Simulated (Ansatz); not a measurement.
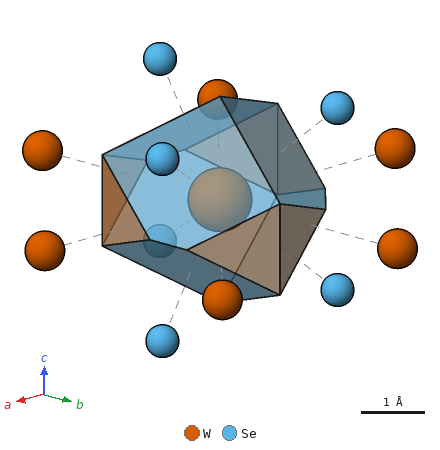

Voronoi–Dirichlet polyhedron, computed geometrically; every face belongs to one neighbour and no atomic radii are used. Central atom: W (2d) in WSe2; faces take the colour of the neighbour behind them. Origin: coordinates from a relaxation with DFT, PBE-D3(BJ), plane waves, PAW (Ansatz 0.2.0).

WSe2, space group P6_3/mmc (No. 194), a = 3.279 Å, b = 3.279 Å, c = 12.793 Å, α = 90.00°, β = 90.00°, γ = 120.00°

```csv
site,Wyckoff,x,y,z
W,2d,0.6667,0.3333,0.2500
Se,4f,0.3333,0.6667,0.3816
```

Q: Give the Voronoi index ⟨n3,n4,n5,n6,…⟩ (numbers of faces with 3, 4, 5, 6 … edges).

A: 12 faces, index ⟨6,0,6,0⟩.

Q: Tabulate the neighbours by distance and solid angle.

A:
```tsv
neighbour	faces	distance (Å)	solid angle (% of sphere)
Se	6	2.53	81.7
W	6	3.28	18.3
```
